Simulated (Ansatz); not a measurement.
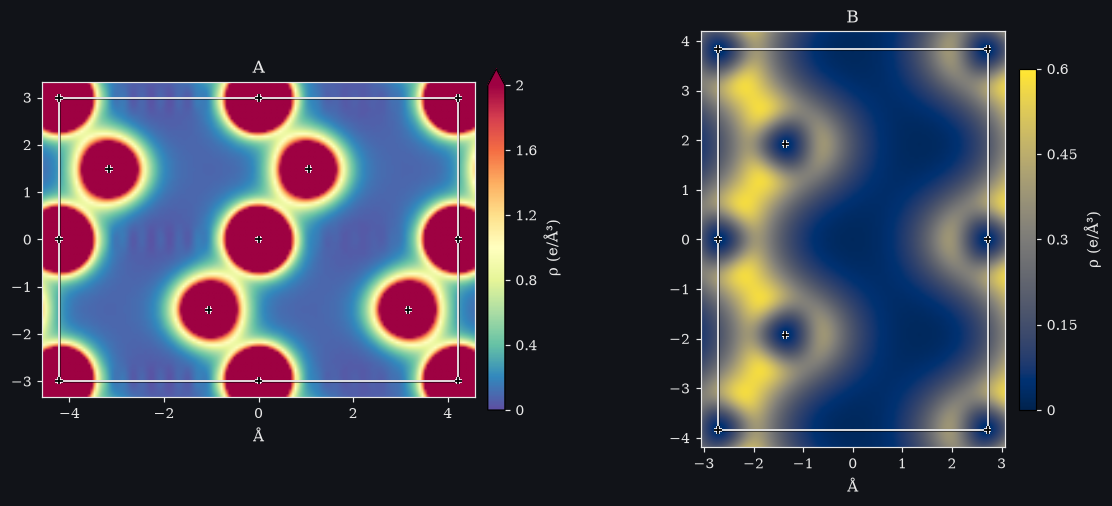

The valence electron density of 2 systems, each on a plane through atoms (crosses mark nuclei in the plane).

The calculation used DFT PBEsol, scalar-relativistic, plane waves, PAW in Ansatz.

System 1: Cu$_{2}$O, the (110) plane of the calculation cell. Space group Pn-3m; computed without spin polarisation.

System 2: Si, the (101) plane of the conventional cell. Space group Fd-3m.

```
Si
1.0
     5.43363    0.00000    0.00000
     0.00000    5.43363    0.00000
     0.00000    0.00000    5.43363
Si
8
Cartesian
  1.3584 1.3584 1.3584
  4.0752 4.0752 1.3584
  4.0752 1.3584 4.0752
  1.3584 4.0752 4.0752
  0.0000 0.0000 0.0000
  2.7168 2.7168 0.0000
  2.7168 0.0000 2.7168
  0.0000 2.7168 2.7168
```

Question: Match each panel to its system.

Answer: Panel A is system 1, Cu$_{2}$O: the plane holds Cu and O. Cu–O (1.83 Å): the density is about 0.87 e/Å³ at the midpoint. Panel B is system 2, Si: the plane holds Si. Si–Si (2.35 Å): the density is about 0.56 e/Å³ at the midpoint.
